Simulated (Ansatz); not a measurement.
# WC: geometry relaxation (part 1 of 2)

- system: WC (P-6m2, 2 atoms in the cell)
- method: DFT PBE, scalar-relativistic, plane waves, PAW, no spin polarisation (Ansatz 0.2.0)

The structure derives from an entry of the Crystallography Open Database. Figures and captions count atoms from 1; the log counts them from 0 in places.

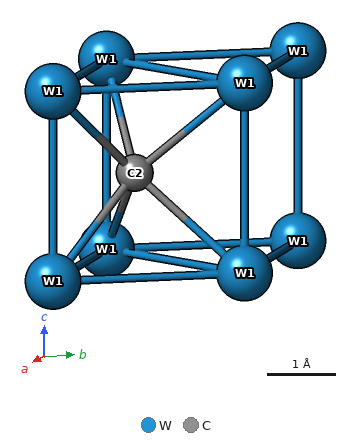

**Figure 1.** The structure as given in the input (ball-and-stick view of the cell of the calculation, seen slightly off an axis; atoms are numbered from 1 in the order of the input).

Input:
```yaml
crystal:
  lattice:
    - [2.9065, 0.0, 0.0]
    - [-1.45325, 2.5171028361, 0.0]
    - [0.0, 0.0, 2.8366]
  atoms:
    - { symbol: W, position: [0.0, 0.0, 0.0] }
    - { symbol: C, position: [0.6666666667, 0.3333333333, 0.5] }
basis:
  ecutwfc: 420
kpoints:
  mp_grid: { grid: [18, 18, 14] }
hamiltonian:
  xc: pbe
scf:
  occupations: { method: gaussian, width: 0.1 }
output:
  forces: true
  stress: true
  eigenvalues: true
  write_density: true
  write_potential: true
  elf: true
  volumetric_format: npy
relax:
  adjacent_minimum: "off"
  f_tol: 0.005
  max_steps: 80
  cell: { stress_tol: 0.05 }
```

Hardware: 1 thread of an x86-64 CPU, shared host.

Command:
```bash
ansatz run input.yaml --threads 1 --pin off --max-ram 2560MiB --backend cpu --events-out ev --progress --plain --runs-dir out
```

The program's output:
```
Engine: ansatz 0.2.0, x86_64-unknown-linux-gnu
Pseudopotentials: kind: paw
Pseudopotential: W, paw, valence charge 14, recommended cutoff 420 eV (normal), W.paw.azcp
Pseudopotential: C, paw, valence charge 4, recommended cutoff 420 eV (normal), C.paw.azcp
Functional definition: PBE
  parameter kappa = 0.804
  parameter beta = 0.06672455060314922
  exchange = pbe_x(kappa = kappa, mu = beta*pi^2/3)
  correlation = pbe_c(beta = beta)
Crystal: 2 atoms, lattice volume = 20.752 Å³
Basis set: ecut = 420 eV, 405 PW (Γ), exchange–correlation on 40×40×40 points (8 copies of the dense FFT grid, shifted against one another)
Bands: 13, of which v1, the nominal top of the filled ones, is band 9 counted from 1 (8 counted from 0)
Symmetry: 12 space group operations
Space group: P-6m2 (ITA 187), of the structure as read, at distance tolerance 2.7e-5 Å
k-points: 296 of 4536 (time reversal used)
Non-local potential: W, projectors of the file, l = 0: 3, l = 1: 2, l = 2: 2, l = 3: 1
Non-local potential: C, projectors of the file, l = 0: 2, l = 1: 2, l = 2: 1
PAW form: soft (Blöchl's): semilocal exchange-correlation on the pseudo side does not see the compensation charge
PAW one-centre angular grid: W, 590 points (default); XC on 64 Gauss nodes
PAW one-centre angular grid: C, 110 points (default); XC on 64 Gauss nodes
Initial density: superposition of atomic densities (neutral atoms: chi_scale 0, normalization atom), corrected by the library's trained network
Initial wavefunctions: pseudopotential atomic-orbital guess
Functional: x = pbe(κ = 0.804, μ = 0.2195149727645171), c = pbe(β = 0.06672455060314922)
SCF iter   1: F=—  HF=-10636.051498 eV  |F-HF|=—  |Δ(HF+E_count)|=         —  Δρ=7.19e-3  dr2=2.51e-3  ethr=1.77e-3  ⟨swp⟩=5.2  Hψ=18744  notcnv=0
preconditioner: auto → none  [metal: Δε(μ)=0.056 eV  Ē_g=10.095 eV  σ=0.100 eV  W_gap=0.30  n_scr=8 (ndim 8)  ℏωp=25.8 eV  f_vac=0.000  D(μ)=0.26/eV (n_scr^D=0)  sad-step TF]
SCF iter   2: F=—  HF=-10636.053981 eV  |F-HF|=—  |Δ(HF+E_count)|=   2.48e-3  Δρ=4.17e-3  dr2=8.81e-4  ethr=1.40e-5  ⟨swp⟩=2.0  Hψ=7394  notcnv=0
SCF iter   3: F=—  HF=-10636.055005 eV  |F-HF|=—  |Δ(HF+E_count)|=   1.02e-3  Δρ=3.72e-4  dr2=2.59e-5  ethr=4.89e-6  ⟨swp⟩=2.3  Hψ=5723  notcnv=0
SCF iter   4: F=—  HF=-10636.054994 eV  |F-HF|=—  |Δ(HF+E_count)|=   1.07e-5  Δρ=1.28e-4  dr2=2.13e-6  ethr=1.44e-7  ⟨swp⟩=2.7  Hψ=6470  notcnv=0
iter 5 did not close the SCF: its close was put off for the readings that it lacked (scf_convergence_deferred on its scf_iter line)
SCF iter   5: F=-10636.054995 eV  HF=-10636.054995 eV  |F-HF|=5.07e-8  |Δ(HF+E_count)|=   2.90e-7  Δρ=2.25e-5  dr2=7.80e-8  ethr=1.18e-8  ⟨swp⟩=2.0  Hψ=6196  notcnv=0
SCF iter   6: F=-10636.054995 eV  HF=-10636.054995 eV  |F-HF|=2.13e-9  |Δ(HF+E_count)|=   2.76e-8  Δρ=4.67e-6  dr2=3.64e-9  ethr=4.33e-10  ⟨swp⟩=6.5  Hψ=23619  notcnv=0
SCF 1 converged in 6 iterations: F = -10636.054995 eV  dr2 = 3.64e-9
  greatest PAW one-centre occupation: 1.000 electrons in one spin orbital (limit 2), on the W atom at site 0 (counted from 0), in its partial waves of l = 0
relax step   1: F+E_penalty+E_count = -10636.05499468 eV  Δ(F+E_penalty+E_count) = +0.000e0 eV  max|allowed force component| = 8.789e-17 eV/Å  Δτ_max = 0.0000 Å  P = +5.570 GPa  Ω = 20.752 Å³  (6 SCF iters, dr2 threshold 1.00e-7 eV, accepted)
Crystal: 2 atoms, lattice volume = 21.229 Å³
Initial density: handed on by an earlier stage of this run
Initial wavefunctions: those handed on with the density
iter 1 solved again at ethr=2.65e-5 eV; its pass at ethr=3.10e-3 eV (dr2=4.77e-3 eV) is discarded
SCF iter   1: F=—  HF=-10636.057044 eV  |F-HF|=—  |Δ(HF+E_count)|=         —  Δρ=4.46e-3  dr2=4.83e-3  ethr=2.65e-5  ⟨swp⟩=2.0  Hψ=22498  notcnv=0
preconditioner: auto → none  [metal: Δε(μ)=0.011 eV  Ē_g=9.880 eV  σ=0.100 eV  W_gap=0.06  n_scr=8 (ndim 8)  ℏωp=25.5 eV  f_vac=0.000  D(μ)=0.30/eV (n_scr^D=0)]
SCF iter   2: F=—  HF=-10636.056085 eV  |F-HF|=—  |Δ(HF+E_count)|=   9.59e-4  Δρ=1.74e-3  dr2=7.75e-4  ethr=2.65e-5  ⟨swp⟩=1.4  Hψ=4250  notcnv=0
SCF iter   3: F=—  HF=-10636.055919 eV  |F-HF|=—  |Δ(HF+E_count)|=   1.66e-4  Δρ=2.19e-4  dr2=7.97e-6  ethr=4.31e-6  ⟨swp⟩=2.0  Hψ=4672  notcnv=0
SCF iter   4: F=—  HF=-10636.055916 eV  |F-HF|=—  |Δ(HF+E_count)|=   3.22e-6  Δρ=3.63e-5  dr2=9.94e-8  ethr=4.43e-8  ⟨swp⟩=2.2  Hψ=5204  notcnv=0
iter 5 did not close the SCF: its close was put off for the readings that it lacked (scf_convergence_deferred on its scf_iter line)
SCF iter   5: F=-10636.055916 eV  HF=-10636.055916 eV  |F-HF|=4.40e-10  |Δ(HF+E_count)|=   6.38e-8  Δρ=3.93e-6  dr2=1.14e-9  ethr=5.52e-10  ⟨swp⟩=2.6  Hψ=6018  notcnv=0
SCF iter   6: F=-10636.055916 eV  HF=-10636.055916 eV  |F-HF|=4.00e-11  |Δ(HF+E_count)|=  6.93e-10  Δρ=8.46e-7  dr2=3.27e-11  ethr=6.31e-12  ⟨swp⟩=5.1  Hψ=20114  notcnv=0
SCF 2 converged in 6 iterations: F = -10636.055916 eV  dr2 = 3.27e-11
relax step   2: F+E_penalty+E_count = -10636.05591582 eV  Δ(F+E_penalty+E_count) = -9.211e-4 eV  max|allowed force component| = 3.978e-16 eV/Å  Δτ_max = 0.0000 Å  P = -2.973 GPa  Ω = 21.229 Å³  energy of the carried Pulay correction = -9.199e-4 eV  (6 SCF iters, dr2 threshold 2.00e-7 eV, accepted)
Crystal: 2 atoms, lattice volume = 21.059 Å³
iter 1 solved again at ethr=2.75e-6 eV; its pass at ethr=3.10e-3 eV (dr2=4.95e-4 eV) is discarded
SCF iter   1: F=—  HF=-10636.059573 eV  |F-HF|=—  |Δ(HF+E_count)|=         —  Δρ=1.50e-3  dr2=4.75e-4  ethr=2.75e-6  ⟨swp⟩=1.3  Hψ=23579  notcnv=0
preconditioner: auto → none  [metal: Δε(μ)=0.018 eV  Ē_g=9.960 eV  σ=0.100 eV  W_gap=0.10  n_scr=8 (ndim 8)  ℏωp=25.6 eV  f_vac=0.000  D(μ)=0.28/eV (n_scr^D=0)]
SCF iter   2: F=—  HF=-10636.059457 eV  |F-HF|=—  |Δ(HF+E_count)|=   1.16e-4  Δρ=5.65e-4  dr2=6.49e-5  ethr=2.64e-6  ⟨swp⟩=2.0  Hψ=4886  notcnv=0
SCF iter   3: F=—  HF=-10636.059441 eV  |F-HF|=—  |Δ(HF+E_count)|=   1.61e-5  Δρ=9.57e-5  dr2=1.36e-6  ethr=3.60e-7  ⟨swp⟩=2.2  Hψ=4879  notcnv=0
iter 4 did not close the SCF: its close was put off for the readings that it lacked (scf_convergence_deferred on its scf_iter line)
SCF iter   4: F=-10636.059441 eV  HF=-10636.059441 eV  |F-HF|=4.53e-9  |Δ(HF+E_count)|=   3.14e-8  Δρ=1.16e-5  dr2=9.49e-9  ethr=7.58e-9  ⟨swp⟩=2.3  Hψ=5096  notcnv=0
iter 5 did not close the SCF: its close was put off for the readings that it lacked (scf_convergence_deferred on its scf_iter line)
SCF iter   5: F=-10636.059441 eV  HF=-10636.059441 eV  |F-HF|=4.73e-11  |Δ(HF+E_count)|=   6.90e-9  Δρ=9.35e-7  dr2=5.15e-11  ethr=5.27e-11  ⟨swp⟩=2.5  Hψ=5954  notcnv=0
SCF iter   6: F=-10636.059441 eV  HF=-10636.059441 eV  |F-HF|=3.64e-12  |Δ(HF+E_count)|=  4.91e-11  Δρ=1.48e-7  dr2=1.43e-12  ethr=1.00e-12  ⟨swp⟩=4.6  Hψ=17604  notcnv=0
SCF 3 converged in 6 iterations: F = -10636.059441 eV  dr2 = 1.43e-12
relax step   3: F+E_penalty+E_count = -10636.05944117 eV  Δ(F+E_penalty+E_count) = -3.525e-3 eV  max|allowed force component| = 1.573e-16 eV/Å  Δτ_max = 0.0000 Å  P = -0.261 GPa  Ω = 21.059 Å³  energy of the carried Pulay correction = -5.938e-4 eV  (6 SCF iters, dr2 threshold 2.00e-7 eV, accepted)
Crystal: 2 atoms, lattice volume = 21.047 Å³
iter 1 solved again at ethr=5.50e-8 eV; its pass at ethr=3.10e-3 eV (dr2=9.90e-6 eV) is discarded
SCF iter   1: F=—  HF=-10636.059503 eV  |F-HF|=—  |Δ(HF+E_count)|=         —  Δρ=2.01e-4  dr2=1.07e-5  ethr=5.50e-8  ⟨swp⟩=2.0  Hψ=22794  notcnv=0
preconditioner: auto → none  [metal: Δε(μ)=0.018 eV  Ē_g=9.965 eV  σ=0.100 eV  W_gap=0.10  n_scr=8 (ndim 8)  ℏωp=25.6 eV  f_vac=0.000  D(μ)=0.28/eV (n_scr^D=0)]
SCF iter   2: F=—  HF=-10636.059498 eV  |F-HF|=—  |Δ(HF+E_count)|=   5.72e-6  Δρ=7.35e-5  dr2=1.44e-6  ethr=5.50e-8  ⟨swp⟩=2.6  Hψ=5297  notcnv=0
iter 3 did not close the SCF: its close was put off for the readings that it lacked (scf_convergence_deferred on its scf_iter line)
SCF iter   3: F=-10636.059497 eV  HF=-10636.059497 eV  |F-HF|=9.13e-9  |Δ(HF+E_count)|=   3.32e-7  Δρ=1.07e-5  dr2=1.94e-8  ethr=8.03e-9  ⟨swp⟩=2.2  Hψ=4979  notcnv=0
iter 4 did not close the SCF: its close was put off for the readings that it lacked (scf_convergence_deferred on its scf_iter line)
SCF iter   4: F=-10636.059497 eV  HF=-10636.059497 eV  |F-HF|=7.82e-11  |Δ(HF+E_count)|=  3.95e-10  Δρ=1.96e-6  dr2=3.26e-10  ethr=1.08e-10  ⟨swp⟩=2.3  Hψ=5354  notcnv=0
iter 5 did not close the SCF: its close was put off for the readings that it lacked (scf_convergence_deferred on its scf_iter line)
SCF iter   5: F=-10636.059497 eV  HF=-10636.059497 eV  |F-HF|=1.82e-12  |Δ(HF+E_count)|=  1.64e-10  Δρ=1.34e-7  dr2=1.22e-12  ethr=1.81e-12  ⟨swp⟩=2.5  Hψ=6059  notcnv=0
SCF iter   6: F=-10636.059497 eV  HF=-10636.059497 eV  |F-HF|=1.82e-12  |Δ(HF+E_count)|=    0.00e0  Δρ=1.84e-8  dr2=4.73e-14  ethr=1.00e-12  ⟨swp⟩=4.1  Hψ=15560  notcnv=0
SCF 4 converged in 6 iterations: F = -10636.059497 eV  dr2 = 4.73e-14
relax step   4: F+E_penalty+E_count = -10636.05949730 eV  Δ(F+E_penalty+E_count) = -5.613e-5 eV  max|allowed force component| = 1.665e-16 eV/Å  Δτ_max = 0.0000 Å  P = -0.002 GPa  Ω = 21.047 Å³  energy of the carried Pulay correction = -5.704e-4 eV  (6 SCF iters, dr2 threshold 2.00e-7 eV, accepted)
Initial wavefunctions: pseudopotential atomic-orbital guess (no wavefunctions were taken with the density)
iter 1 solved again at ethr=7.01e-8 eV; its pass at ethr=3.10e-3 eV (dr2=1.26e-5 eV) is discarded
SCF iter   1: F=—  HF=-10636.060094 eV  |F-HF|=—  |Δ(HF+E_count)|=         —  Δρ=1.32e-4  dr2=2.35e-7  ethr=7.01e-8  ⟨swp⟩=3.1  Hψ=29817  notcnv=0
preconditioner: auto → none  [metal: Δε(μ)=0.018 eV  Ē_g=9.964 eV  σ=0.100 eV  W_gap=0.10  n_scr=8 (ndim 8)  ℏωp=25.6 eV  f_vac=0.000  D(μ)=0.28/eV (n_scr^D=0)]
SCF iter   2: F=—  HF=-10636.060096 eV  |F-HF|=—  |Δ(HF+E_count)|=   1.58e-6  Δρ=6.55e-5  dr2=4.83e-8  ethr=1.31e-9  ⟨swp⟩=2.4  Hψ=5307  notcnv=0
SCF iter   3: F=—  HF=-10636.060097 eV  |F-HF|=—  |Δ(HF+E_count)|=   1.53e-6  Δρ=4.21e-6  dr2=3.29e-10  ethr=2.68e-10  ⟨swp⟩=2.2  Hψ=5443  notcnv=0
iter 4 did not close the SCF: its close was put off for the readings that it lacked (scf_convergence_deferred on its scf_iter line)
SCF iter   4: F=-10636.060097 eV  HF=-10636.060097 eV  |F-HF|=9.09e-12  |Δ(HF+E_count)|=   5.60e-9  Δρ=2.09e-7  dr2=7.71e-12  ethr=1.83e-12  ⟨swp⟩=2.3  Hψ=5754  notcnv=0
iter 5 did not close the SCF: its close was put off for the readings that it lacked (scf_convergence_deferred on its scf_iter line)
SCF iter   5: F=-10636.060097 eV  HF=-10636.060097 eV  |F-HF|=5.46e-12  |Δ(HF+E_count)|=  5.46e-12  Δρ=5.58e-8  dr2=3.38e-13  ethr=1.00e-12  ⟨swp⟩=1.0  Hψ=3848  notcnv=0
iter 6 did not close the SCF: its close was put off for the readings that it lacked (scf_convergence_deferred on its scf_iter line)
SCF iter   6: F=-10636.060097 eV  HF=-10636.060097 eV  |F-HF|=0.00e0  |Δ(HF+E_count)|=  3.64e-12  Δρ=1.04e-8  dr2=8.01e-15  ethr=1.00e-12  ⟨swp⟩=1.0  Hψ=3848  notcnv=0
iter 7 did not close the SCF: its close was put off for the readings that it lacked (scf_convergence_deferred on its scf_iter line)
SCF iter   7: F=-10636.060097 eV  HF=-10636.060097 eV  |F-HF|=5.46e-12  |Δ(HF+E_count)|=  3.64e-12  Δρ=2.12e-9  dr2=6.08e-16  ethr=1.00e-12  ⟨swp⟩=1.0  Hψ=3848  notcnv=0
SCF iter   8: F=-10636.060097 eV  HF=-10636.060097 eV  |F-HF|=5.46e-12  |Δ(HF+E_count)|=    0.00e0  Δρ=5.59e-10  dr2=1.21e-17  ethr=1.00e-12  ⟨swp⟩=2.8  Hψ=10933  notcnv=0
SCF 5 converged in 8 iterations: F = -10636.060097 eV  dr2 = 1.21e-17
relax step   5: F+E_penalty+E_count = -10636.06009725 eV  Δ(F+E_penalty+E_count) = -5.999e-4 eV  max|allowed force component| = 9.252e-17 eV/Å  Δτ_max = 0.0000 Å  P = +0.025 GPa  Ω = 21.047 Å³  stress off target by 2.89e-2 GPa  SCF on the basis re-selected at this cell (its energy is not comparable with the rows above)  (8 SCF iters)
```

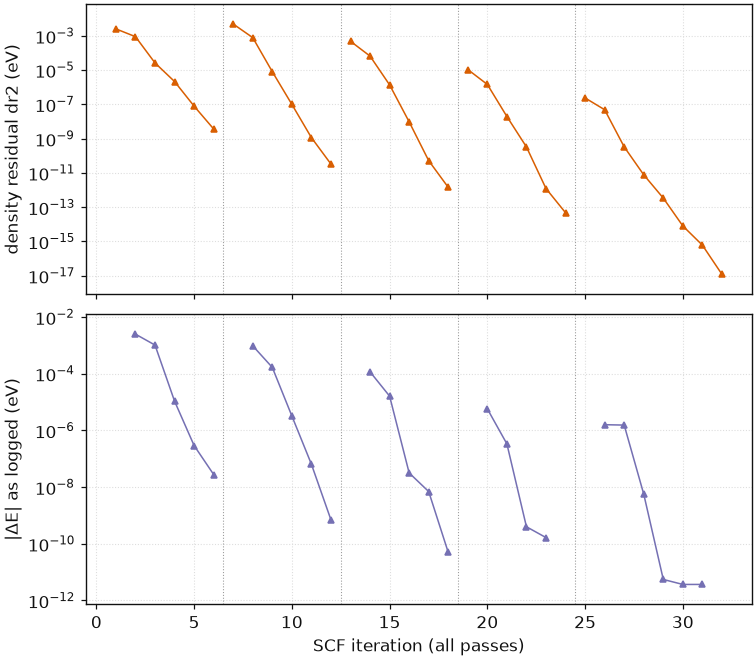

**Figure 2.** Convergence of the self-consistent field: density residual dr2 and size of the energy change against the SCF iteration. The dotted lines part the SCF passes of the relaxation: geometry steps, rejected trials and re-solves on a re-selected basis. The 5 passes take 6 to 8 iterations each, 32 in all.
